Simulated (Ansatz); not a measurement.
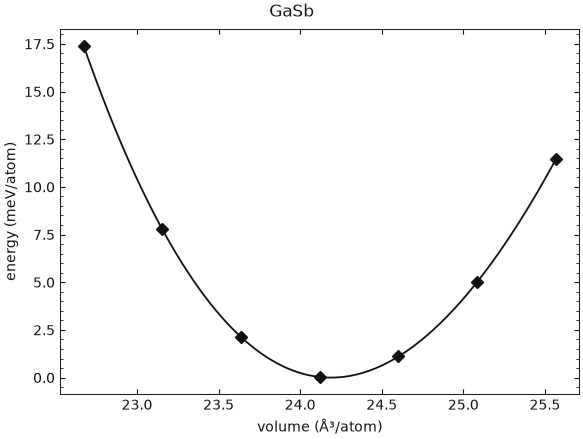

The figure shows the energy against volume for GaSb, space group I-4m2 (No. 119).

The given structure:
```xyz
2
Lattice="-2.7534 2.7534 1.5907 2.7534 -2.7534 1.5907 2.7534 2.7534 -1.5907" Properties=species:S:1:pos:R:3 pbc="T T T"
Sb    0.0000    0.0000    0.0000
Ga    0.0000    2.7534    0.7954
```

Method: plane-wave DFT, no spin polarisation; energies at scaled volumes of the given cell, shape and fractions fixed, counted from the fit's minimum, third-order Birch-Murnaghan fit (Ansatz 0.2.0). Level: PBE.

k mesh 10×10×10; occupations Fermi–Dirac; smearing width 0.05 eV; potentials Ansatz PAW; wave cutoff 420 eV; density cutoff 1680 eV.

From this curve and the settings, what does the calculation give for the pressure at the same points?

The pressure falls from 3.91 GPa at volume 22.67 Å³/atom to −2.52 GPa at 25.57 Å³/atom, and changes sign near 24.19 Å³/atom.

| volume (Å³/atom) | pressure (GPa) |
| --- | --- |
| 22.67 | 3.91 |
| 23.15 | 2.51 |
| 23.64 | 1.26 |
| 24.12 | 0.15 |
| 24.60 | −0.85 |
| 25.08 | −1.73 |
| 25.57 | −2.52 |

Keep in mind: shape and atomic fractions are frozen while scaling, which makes layered, chain and framework solids too stiff.
